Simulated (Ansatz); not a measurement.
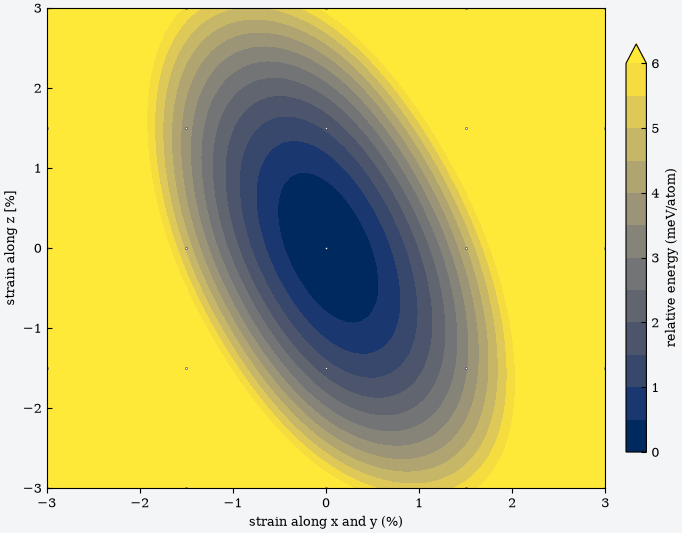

Sc3Al (Pm-3m, No. 221; 4 atoms in the cell). The cell is strained homogeneously, by one strain along x and y and another along z, with fractional coordinates fixed (x, y and z along the cube axes). The first coordinate is: strain along x and y; the second: strain along z. Grid: 5 × 5 points. Points are written as (first, second). Energies: meV/atom, counted from the lowest grid point. Theory: Ansatz, DFT PBEsol, scalar-relativistic, plane waves, PAW. Settings: cutoff 420 eV, k-mesh 12×12×12, gaussian smearing 0.15 eV, no spin polarisation.

In the figure: filled contours, dots at the grid points, one colour for all values above the top of the scale. Between grid points the surface is interpolated.

**Estimate the clamped-ion elastic constants that this map fixes.**

With the cell volume of 83.7 Å³, the curvatures of the interpolated surface at its minimum give C₁₁ + C₂₂ + 2C₁₂ ≈ 310 GPa, C₃₃ ≈ 111 GPa and C₁₃ + C₂₃ ≈ 91 GPa (clamped ions, Cartesian axes of the cell). A stretch of 1 % along z with free sides (kept equal in x and y) would change the in-plane lengths by about −0.29 %.
